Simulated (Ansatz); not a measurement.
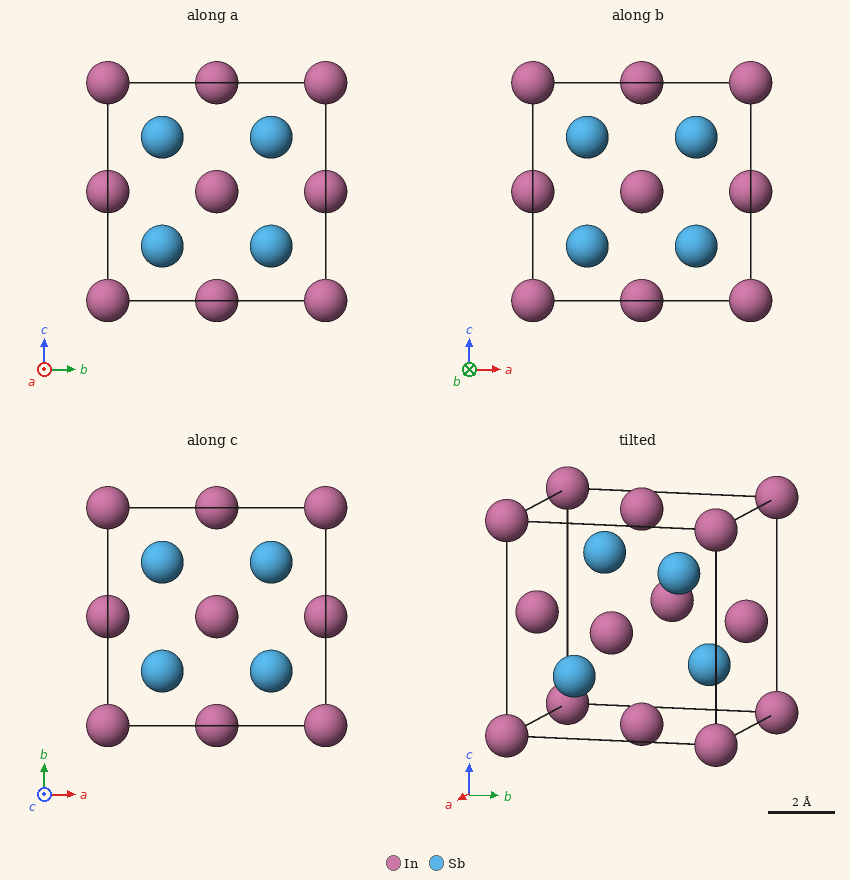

Crystal structure, spheres-only style, seen along the a axis, along the b axis, along the c axis and slightly off an axis. The conventional unit cell is outlined; an atom on or near a face, edge or corner is repeated at each equivalent position.

Lattice parameters: a = 6.638 Å, b = 6.638 Å, c = 6.638 Å, α = 90.00°, β = 90.00°, γ = 90.00°.

### Reconstruct the structure as a table of Wyckoff sites.

Space group F-43m (No. 216).
| atom | site | x | y | z |
| --- | --- | --- | --- | --- |
| In | 4a | 0.0000 | 0.0000 | 0.0000 |
| Sb | 4d | 0.2500 | 0.2500 | 0.7500 |

The structure was taken from a structure type filled with these elements by a generator (whether the compound takes this form wasn't checked). It was relaxed with Ansatz 0.2.0, DFT, PBE, plane waves, PAW.
